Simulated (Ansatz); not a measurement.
Geometry relaxation of Li15S8 (part 1 of 3)

The run: geometry relaxation of Li15S8 (defect cell, 23 atoms in the cell). Method and program: DFT, PBE, plane-wave PAW, default files, scalar-relativistic, spin-polarised (Ansatz 0.2.0).

The structure derives from a Materials Project entry. It belongs to a series of runs on one base structure; here: Li vacancy, charge +0, ions relaxed.

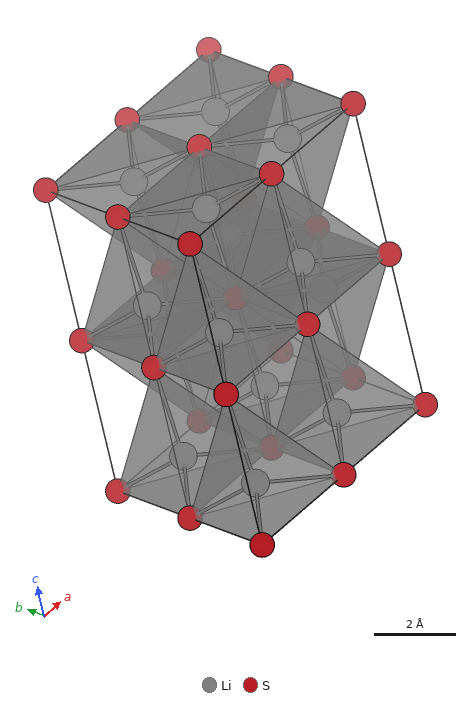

Figure 1. The structure as given in the input (polyhedral view of the cell of the calculation, seen slightly off an axis; polyhedra are completed across the faces of the cell).

### Results in brief

```csv
quantity,value
outcome,converged
electrons treated,93
free energy,−10315.9911 eV
Fermi energy,2.098 eV
net moment of the cell,0.77 μB
integrated absolute moment,0.79 μB
pressure,0.62 GPa
final volume,364.63 Å³
field gradient V_zz (10²¹ V/m²),"Li −0.0180, Li −0.0180, Li −0.0180, Li −0.0180, Li −0.0180, Li −0.0180, Li 0.0000, Li 0.0000 (the first 8 of 23 sites)"
largest force (length of the vector) at the end,0.025 eV/Å
hardware,"1 thread of an x86-64 CPU, shared host"
wall time,22 s
peak memory,0.79 GiB
```

### Notes

The program warns: the SCF threshold is looser than advised for the printed stress.

### Input
```yaml
crystal:
  lattice:
    - [0.0, 5.6703356858, 5.6703356858]
    - [5.6703356858, 0.0, 5.6703356858]
    - [5.6703356858, 5.6703356858, 0.0]
  atoms:
    - { symbol: Li, position: [0.375, 0.375, 0.875] }
    - { symbol: Li, position: [0.375, 0.875, 0.375] }
    - { symbol: Li, position: [0.375, 0.875, 0.875] }
    - { symbol: Li, position: [0.875, 0.375, 0.375] }
    - { symbol: Li, position: [0.875, 0.375, 0.875] }
    - { symbol: Li, position: [0.875, 0.875, 0.375] }
    - { symbol: Li, position: [0.875, 0.875, 0.875] }
    - { symbol: Li, position: [0.125, 0.125, 0.125] }
    - { symbol: Li, position: [0.125, 0.125, 0.625] }
    - { symbol: Li, position: [0.125, 0.625, 0.125] }
    - { symbol: Li, position: [0.125, 0.625, 0.625] }
    - { symbol: Li, position: [0.625, 0.125, 0.125] }
    - { symbol: Li, position: [0.625, 0.125, 0.625] }
    - { symbol: Li, position: [0.625, 0.625, 0.125] }
    - { symbol: Li, position: [0.625, 0.625, 0.625] }
    - { symbol: S, position: [0.0, 0.0, 0.0] }
    - { symbol: S, position: [0.0, 0.0, 0.5] }
    - { symbol: S, position: [0.0, 0.5, 0.0] }
    - { symbol: S, position: [0.0, 0.5, 0.5], spin: 0.5 }
    - { symbol: S, position: [0.5, 0.0, 0.0] }
    - { symbol: S, position: [0.5, 0.0, 0.5], spin: 0.5 }
    - { symbol: S, position: [0.5, 0.5, 0.0], spin: 0.5 }
    - { symbol: S, position: [0.5, 0.5, 0.5], spin: 0.5 }
magnetization:
  spin_polarized: true
kpoints:
  mp_grid: { grid: [3, 3, 3] }
scf:
  occupations: { method: fermi_dirac, width: 0.01 }
hamiltonian:
  xc: pbe
  pseudopotentials: { kind: paw }
output:
  forces: true
  stress: true
  populations: true
  efg:
    quadrupole_moments_barn: { Li: -0.0401, S: -0.0694 }
    contact_densities: true
relax:
  f_tol: 0.03
  max_steps: 40
```

Launched with:
```bash
ansatz run input.yaml --threads 1 --pin off --max-ram 2560MiB --backend cpu --events-out ev --progress --plain --runs-dir out
```

### Log
```
Warning: output.stress: scf.convergence.dr2_threshold = 1e-7 eV (the SCF's general default) is looser than the 2.3e-9 eV advised for a printed stress (1e-10 eV for each atom of the cell: 23). What an SCF threshold leaves in a stress goes as its square root, and in the free energy as the threshold itself, and one threshold admits the most on a small cell: of the crystals measured, under no hybrid functional and no lock of the moments, on runs that ended without the residual-converged pass, on stresses that held no estimate of that error, the worst erred by over 100 MPa in a component at 1e-7 eV an atom and by under 5 at 1e-10. Every solve of this run answers to scf.convergence.dr2_threshold, and the tensor of one is reported: a single SCF on the reported geometry and on this run's grids (its basis.xc_grid and basis.ecutrho_ratio typed), with scf.convergence.dr2_threshold at 2.3e-9 eV or tighter, prints it and tightens no other solve. Else set scf.convergence.dr2_threshold to 2.3e-9 eV or tighter. The threshold is an SCF's pass mark: one that does not reach it within its budget of iterations ends unconverged, or closes short of it on a stop that the run arms, and scf.convergence.dr2_threshold's page says what that costs each kind of run
Engine: ansatz 0.2.0, x86_64-unknown-linux-gnu
Pseudopotentials: kind: paw
Pseudopotential: Li, paw, valence charge 3, recommended cutoff 420 eV (normal), Li.paw.azcp
Pseudopotential: S, paw, valence charge 6, recommended cutoff 420 eV (normal), S.paw.azcp
Functional definition: PBE
  parameter kappa = 0.804
  parameter beta = 0.06672455060314922
  exchange = pbe_x(kappa = kappa, mu = beta*pi^2/3)
  correlation = pbe_c(beta = beta)
Crystal: 23 atoms, lattice volume = 364.633 Å³
Basis set: ecut = 420 eV, 7119 PW (Γ), exchange–correlation on 108×108×108 points (8 copies of the dense FFT grid, shifted against one another)
Bands: 71, of which v1, the nominal top of the filled ones, is band 47 counted from 1 (46 counted from 0)
Symmetry: 24 space group operations
Space group: F-43m (ITA 216), of the structure as read, at distance tolerance 7.1e-5 Å
Magnetic group: BNS 216.74 (UNI 1576), of the structure as read, at distance tolerance 7.1e-5 Å
k-points: 4 of 27 (time reversal used)
Non-local potential: Li, projectors of the file, l = 0: 3, l = 1: 2, l = 2: 1
Non-local potential: S, projectors of the file, l = 0: 2, l = 1: 2, l = 2: 2
PAW form: soft (Blöchl's): semilocal exchange-correlation on the pseudo side does not see the compensation charge
PAW one-centre angular grid: Li, 110 points (default); XC on 64 Gauss nodes
PAW one-centre angular grid: S, 110 points (default); XC on 64 Gauss nodes
Initial density: superposition of atomic densities (chi_scale 0.1, normalization cell, long waves kept (reshape's long-wave potential 0.05 eV rms))
Starting moments: Σ|m| = 2 μB on 4 of 23 sites
Initial wavefunctions: pseudopotential atomic-orbital guess
Functional: x = pbe(κ = 0.804, μ = 0.2195149727645171), c = pbe(β = 0.06672455060314922)
SCF iter   1: F=—  HF=-10316.690799 eV  |F-HF|=—  |Δ(HF+E_count)|=         —  Δρ=1.38e-2 (↑1.35e-2 ↓1.38e-2)  dr2=3.72e0  dr2_m=5.54e-2  M=1.000 μB ∫|m|=1.089 μB  β_m=0.30  ethr=3.10e-3  ⟨swp⟩=9.5  Hψ=3092  notcnv=0  defer=26
preconditioner: auto → Resta (q_TF=auto, 2.173 Å⁻¹)  ε∞=3.3  [insulator: Δε(μ)=0.039 eV  Ē_g=10.264 eV  σ=0.010 eV  W_gap=0.60  n_scr=58 (ndim 8)  ℏωp=15.4 eV  f_vac=0.000  D(μ)=11.70/eV (n_scr^D=64)  ε∞_Penn≈3.3]
spin=Collinear: Resta preconditioning applied to the charge; magnetization (m = ρ↑ − ρ↓) channel mixes plain (no charge-response kernel on spin).
SCF iter   2: F=—  HF=-10316.119995 eV  |F-HF|=—  |Δ(HF+E_count)|=   5.71e-1  Δρ=1.01e-2 (↑9.85e-3 ↓1.01e-2)  dr2=1.89e0  dr2_m=2.96e-2  M=1.000 μB ∫|m|=1.072 μB  β_m=0.30  ethr=3.10e-3  ⟨swp⟩=1.0  Hψ=656  notcnv=0  defer=69
SCF iter   3: F=—  HF=-10315.821484 eV  |F-HF|=—  |Δ(HF+E_count)|=   2.99e-1  Δρ=4.20e-3 (↑3.27e-3 ↓4.20e-3)  dr2=2.24e-1  dr2_m=1.72e-2  M=0.997 μB ∫|m|=1.055 μB  β_m=0.30  ethr=2.03e-3  ⟨swp⟩=2.2  Hψ=649  notcnv=0  defer=111
SCF iter   4: F=—  HF=-10315.850674 eV  |F-HF|=—  |Δ(HF+E_count)|=   2.92e-2  Δρ=2.15e-3 (↑2.15e-3 ↓1.52e-3)  dr2=1.54e-2  dr2_m=8.77e-3  M=0.994 μB ∫|m|=1.044 μB  β_m=0.30  ethr=2.40e-4  ⟨swp⟩=2.1  Hψ=838  notcnv=0  defer=152
SCF iter   5: F=—  HF=-10315.860671 eV  |F-HF|=—  |Δ(HF+E_count)|=   1.00e-2  Δρ=1.62e-3 (↑1.62e-3 ↓1.31e-3)  dr2=5.79e-3  dr2_m=5.35e-3  M=0.972 μB ∫|m|=1.018 μB  β_m=0.30  ethr=1.66e-5  ⟨swp⟩=2.5  Hψ=650  notcnv=0  defer=152
SCF iter   6: F=—  HF=-10315.869345 eV  |F-HF|=—  |Δ(HF+E_count)|=   8.67e-3  Δρ=1.07e-3 (↑1.07e-3 ↓1.05e-3)  dr2=9.62e-4  dr2_m=3.52e-3  M=0.935 μB ∫|m|=0.978 μB  β_m=0.30  ethr=6.22e-6  ⟨swp⟩=2.4  Hψ=662  notcnv=0  defer=152
SCF iter   7: F=—  HF=-10315.872399 eV  |F-HF|=—  |Δ(HF+E_count)|=   3.05e-3  Δρ=8.80e-4 (↑8.13e-4 ↓8.80e-4)  dr2=1.80e-4  dr2_m=2.38e-3  M=0.899 μB ∫|m|=0.940 μB  β_m=0.30  ethr=1.03e-6  ⟨swp⟩=2.0  Hψ=706  notcnv=0  defer=152
Mixer restart at iter 7: flushing history
spin-set hold released at iteration 7 (site moments contracting): the magnetisation degrees of freedom join the quasi-Newton model from the next iteration; the mixer history was flushed
SCF iter   8: F=—  HF=-10315.873642 eV  |F-HF|=—  |Δ(HF+E_count)|=   1.24e-3  Δρ=7.33e-4 (↑6.94e-4 ↓7.33e-4)  dr2=1.27e-4  dr2_m=1.69e-3  M=0.864 μB ∫|m|=0.904 μB  β_m=0.44  ethr=1.94e-7  ⟨swp⟩=2.0  Hψ=639  notcnv=0  defer=152
SCF iter   9: F=—  HF=-10315.876156 eV  |F-HF|=—  |Δ(HF+E_count)|=   2.51e-3  Δρ=2.03e-4 (↑2.03e-4 ↓2.01e-4)  dr2=1.98e-5  dr2_m=1.35e-4  M=0.787 μB ∫|m|=0.817 μB  β_m=0.66  ethr=1.37e-7  ⟨swp⟩=3.1  Hψ=793  notcnv=0  defer=152
SCF iter  10: F=—  HF=-10315.876333 eV  |F-HF|=—  |Δ(HF+E_count)|=   1.77e-4  Δρ=2.12e-5 (↑2.12e-5 ↓1.89e-5)  dr2=1.57e-6  dr2_m=1.24e-6  M=0.781 μB ∫|m|=0.805 μB  β_m=0.77  ethr=2.13e-8  ⟨swp⟩=4.0  Hψ=1420  notcnv=0
SCF iter  11: F=—  HF=-10315.876337 eV  |F-HF|=—  |Δ(HF+E_count)|=   3.75e-6  Δρ=1.02e-5 (↑1.02e-5 ↓5.64e-6)  dr2=3.91e-7  dr2_m=1.73e-7  M=0.781 μB ∫|m|=0.805 μB  β_m=0.83  ethr=1.69e-9  ⟨swp⟩=3.0  Hψ=1155  notcnv=0
SCF iter  12: F=—  HF=-10315.876338 eV  |F-HF|=—  |Δ(HF+E_count)|=   5.80e-7  Δρ=3.78e-6 (↑2.58e-6 ↓3.78e-6)  dr2=7.55e-8  dr2_m=2.90e-8  M=0.781 μB ∫|m|=0.805 μB  β_m=0.81  ethr=4.20e-10  ⟨swp⟩=3.0  Hψ=987  notcnv=0
SCF iter  13: F=-10315.876338 eV  HF=-10315.876338 eV  |F-HF|=8.11e-9  |Δ(HF+E_count)|=   5.48e-8  Δρ=1.25e-6 (↑8.79e-7 ↓1.25e-6)  dr2=5.66e-9  dr2_m=3.20e-9  M=0.781 μB ∫|m|=0.805 μB  ethr=8.12e-11  ⟨swp⟩=2.2  Hψ=937  notcnv=0
SCF 1 converged in 13 iterations: F = -10315.876338 eV  dr2 = 5.66e-9
  greatest PAW one-centre occupation: 1.000 electrons in one spin orbital (limit 2), on the Li atom at site 14 (counted from 0), in its partial waves of l = 0
relax step   1: F+E_penalty+E_count = -10315.87633779 eV  Δ(F+E_penalty+E_count) = +0.000e0 eV  max|allowed force component| = 2.455e-1 eV/Å  Δτ_max = 0.0000 Å  (13 SCF iters, dr2 threshold 2.25e-5 eV, accepted)
Initial density: handed on by an earlier stage of this run
Starting moments: Σ|m| = 2 μB on 4 of 23 sites; this step starts from the density that it was given
Initial wavefunctions: those handed on with the density
iter 1 solved again at ethr=1.12e-4 eV; its pass at ethr=3.10e-3 eV (dr2=1.05e-1 eV) is discarded
SCF iter   1: F=—  HF=-10315.990458 eV  |F-HF|=—  |Δ(HF+E_count)|=         —  Δρ=2.20e-3 (↑1.48e-3 ↓2.20e-3)  dr2=1.07e-1  dr2_m=2.04e-3  M=0.773 μB ∫|m|=0.798 μB  β_m=0.30  ethr=1.12e-4  ⟨swp⟩=1.1  Hψ=1739  notcnv=0  defer=152
preconditioner: auto → Resta (q_TF=auto, 2.173 Å⁻¹)  ε∞=3.2  [insulator: Δε(μ)=0.063 eV  Ē_g=10.388 eV  σ=0.010 eV  W_gap=0.58  n_scr=58 (ndim 8)  ℏωp=15.4 eV  f_vac=0.002  D(μ)=11.20/eV (n_scr^D=64)  ε∞_Penn≈3.2]
spin=Collinear: Resta preconditioning applied to the charge; magnetization (m = ρ↑ − ρ↓) channel mixes plain (no charge-response kernel on spin).
SCF iter   2: F=—  HF=-10315.975658 eV  |F-HF|=—  |Δ(HF+E_count)|=   1.48e-2  Δρ=9.93e-4 (↑9.76e-4 ↓9.93e-4)  dr2=1.93e-2  dr2_m=4.20e-4  M=0.776 μB ∫|m|=0.800 μB  β_m=0.40  ethr=1.12e-4  ⟨swp⟩=2.0  Hψ=455  notcnv=0  defer=152
SCF iter   3: F=—  HF=-10315.973639 eV  |F-HF|=—  |Δ(HF+E_count)|=   2.02e-3  Δρ=4.65e-4 (↑4.65e-4 ↓4.22e-4)  dr2=2.20e-3  dr2_m=8.00e-5  M=0.776 μB ∫|m|=0.800 μB  β_m=0.54  ethr=2.07e-5  ⟨swp⟩=2.8  Hψ=622  notcnv=0  defer=152
SCF iter   4: F=—  HF=-10315.973768 eV  |F-HF|=—  |Δ(HF+E_count)|=   1.29e-4  Δρ=1.11e-4 (↑1.07e-4 ↓1.11e-4)  dr2=1.29e-4  dr2_m=6.77e-6  M=0.776 μB ∫|m|=0.801 μB  β_m=0.67  ethr=2.37e-6  ⟨swp⟩=2.2  Hψ=721  notcnv=0  defer=152
SCF iter   5: F=—  HF=-10315.973793 eV  |F-HF|=—  |Δ(HF+E_count)|=   2.40e-5  Δρ=2.43e-5 (↑1.68e-5 ↓2.43e-5)  dr2=3.79e-6  dr2_m=4.55e-7  M=0.776 μB ∫|m|=0.801 μB  β_m=0.84  ethr=1.39e-7  ⟨swp⟩=2.0  Hψ=655  notcnv=0  defer=152
SCF iter   6: F=-10315.973796 eV  HF=-10315.973796 eV  |F-HF|=6.17e-8  |Δ(HF+E_count)|=   3.34e-6  Δρ=2.43e-6 (↑2.43e-6 ↓1.99e-6)  dr2=7.71e-8  dr2_m=3.38e-9  M=0.776 μB ∫|m|=0.801 μB  ethr=4.05e-9  ⟨swp⟩=3.5  Hψ=1356  notcnv=0
SCF 2 converged in 6 iterations: F = -10315.973796 eV  dr2 = 7.71e-8
relax step   2: F+E_penalty+E_count = -10315.97379592 eV  Δ(F+E_penalty+E_count) = -9.746e-2 eV  max|allowed force component| = 1.077e-1 eV/Å  Δτ_max = 0.0625 Å  (6 SCF iters, dr2 threshold 3.77e-6 eV, accepted)
SCF iter   1: F=—  HF=-10316.006269 eV  |F-HF|=—  |Δ(HF+E_count)|=         —  Δρ=2.13e-3 (↑1.03e-3 ↓2.13e-3)  dr2=9.73e-2  dr2_m=2.03e-3  M=0.756 μB ∫|m|=0.783 μB  β_m=0.30  ethr=4.54e-4  ⟨swp⟩=4.2  Hψ=1238  notcnv=0  defer=144
preconditioner: auto → Resta (q_TF=auto, 2.173 Å⁻¹)  ε∞=3.2  [insulator: Δε(μ)=0.060 eV  Ē_g=10.382 eV  σ=0.010 eV  W_gap=0.60  n_scr=58 (ndim 8)  ℏωp=15.4 eV  f_vac=0.002  D(μ)=11.93/eV (n_scr^D=88)  ε∞_Penn≈3.2]
spin=Collinear: Resta preconditioning applied to the charge; magnetization (m = ρ↑ − ρ↓) channel mixes plain (no charge-response kernel on spin).
SCF iter   2: F=—  HF=-10315.992779 eV  |F-HF|=—  |Δ(HF+E_count)|=   1.35e-2  Δρ=7.47e-4 (↑6.49e-4 ↓7.47e-4)  dr2=1.15e-2  dr2_m=1.68e-4  M=0.768 μB ∫|m|=0.793 μB  β_m=0.36  ethr=1.05e-4  ⟨swp⟩=1.2  Hψ=658  notcnv=0  defer=144
SCF iter   3: F=—  HF=-10315.991273 eV  |F-HF|=—  |Δ(HF+E_count)|=   1.51e-3  Δρ=3.68e-4 (↑3.68e-4 ↓3.67e-4)  dr2=2.06e-3  dr2_m=2.20e-5  M=0.769 μB ∫|m|=0.794 μB  β_m=0.52  ethr=1.24e-5  ⟨swp⟩=2.9  Hψ=633  notcnv=0  defer=144
SCF iter   4: F=—  HF=-10315.991180 eV  |F-HF|=—  |Δ(HF+E_count)|=   9.32e-5  Δρ=8.55e-5 (↑8.48e-5 ↓8.55e-5)  dr2=9.74e-5  dr2_m=3.96e-7  M=0.769 μB ∫|m|=0.794 μB  β_m=0.69  ethr=2.21e-6  ⟨swp⟩=2.0  Hψ=657  notcnv=0  defer=144
SCF iter   5: F=—  HF=-10315.991124 eV  |F-HF|=—  |Δ(HF+E_count)|=   5.57e-5  Δρ=1.36e-5 (↑1.36e-5 ↓1.33e-5)  dr2=1.71e-6  dr2_m=5.41e-8  M=0.769 μB ∫|m|=0.794 μB  β_m=0.85  ethr=1.05e-7  ⟨swp⟩=2.0  Hψ=616  notcnv=0  defer=144
SCF iter   6: F=—  HF=-10315.991126 eV  |F-HF|=—  |Δ(HF+E_count)|=   1.95e-6  Δρ=4.25e-6 (↑3.25e-6 ↓4.25e-6)  dr2=3.39e-7  dr2_m=4.10e-9  M=0.769 μB ∫|m|=0.794 μB  β_m=0.88  ethr=1.84e-9  ⟨swp⟩=2.0  Hψ=672  notcnv=0  defer=144
SCF iter   7: F=-10315.991126 eV  HF=-10315.991126 eV  |F-HF|=7.84e-9  |Δ(HF+E_count)|=   1.45e-7  Δρ=7.29e-7 (↑7.29e-7 ↓6.53e-7)  dr2=8.10e-9  dr2_m=4.81e-11  M=0.769 μB ∫|m|=0.794 μB  ethr=1.08e-10  ⟨swp⟩=3.9  Hψ=1372  notcnv=0
SCF 3 converged in 7 iterations: F = -10315.991126 eV  dr2 = 8.10e-9
relax step   3: F+E_penalty+E_count = -10315.99112648 eV  Δ(F+E_penalty+E_count) = -1.733e-2 eV  max|allowed force component| = 1.464e-2 eV/Å  Δτ_max = 0.0467 Å  (7 SCF iters, accepted)
```
